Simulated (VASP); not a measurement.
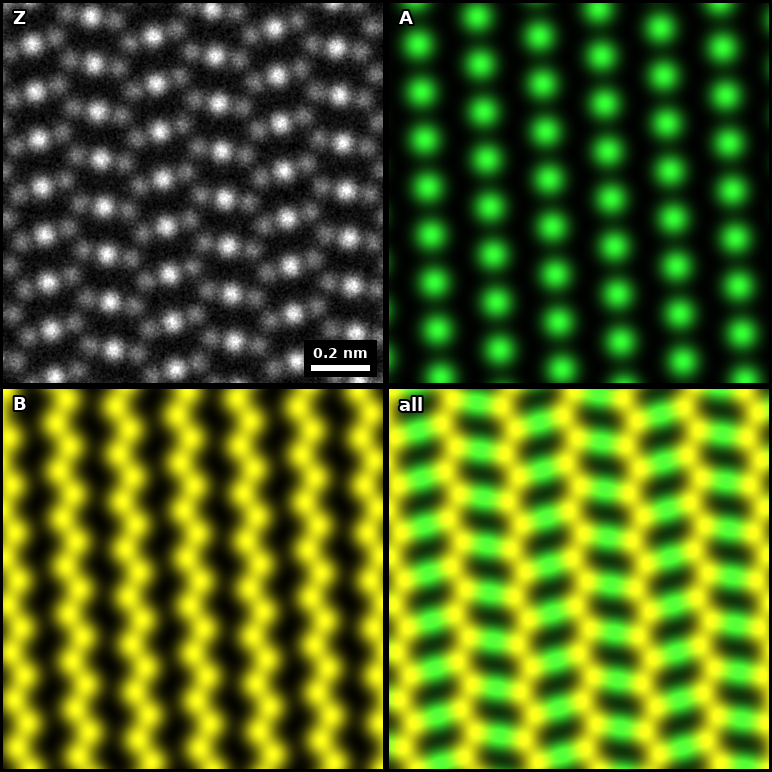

SiO2 (P4_2/mnm, No. 136) along [102]. Panel Z: The image is simulated as a sum over atoms of Z^1.7, blurred by a 0.53 Å probe (no channelling). The probe carries 15 % of its weight in a tail 2.5 times as wide. The display is stretched by a gamma of 0.8; percentages refer to the linear signal. Shot noise was added. The other panels are simulated element maps (the number of atoms of one element along the beam, blurred by 0.9 Å; each on its own scale, no channelling); the last overlays them. Atomic positions: a cell listed in the Materials Project, as set up for an electronic-structure calculation.

```cif
data_structure
_symmetry_space_group_name_H-M 'P4_2/mnm'
_symmetry_Int_Tables_number 136
_cell_length_a 4.2332
_cell_length_b 4.2332
_cell_length_c 2.6935
_cell_angle_alpha 90.000
_cell_angle_beta 90.000
_cell_angle_gamma 90.000
_cell_volume 48.27
loop_
_atom_site_label
_atom_site_type_symbol
_atom_site_symmetry_multiplicity
_atom_site_Wyckoff_symbol
_atom_site_fract_x
_atom_site_fract_y
_atom_site_fract_z
_atom_site_occupancy
Si1 Si 2 a 0.00000 0.00000 0.00000 1
O1 O 4 f 0.80684 0.19316 0.50000 1
```

> Which element does each lettered map show?

A: Si, B: O. The projected cell (1.66 × 4.23 Å, 90°) holds 6 columns: 4 of O and 2 of Si. No column is shared by two of the mapped elements.
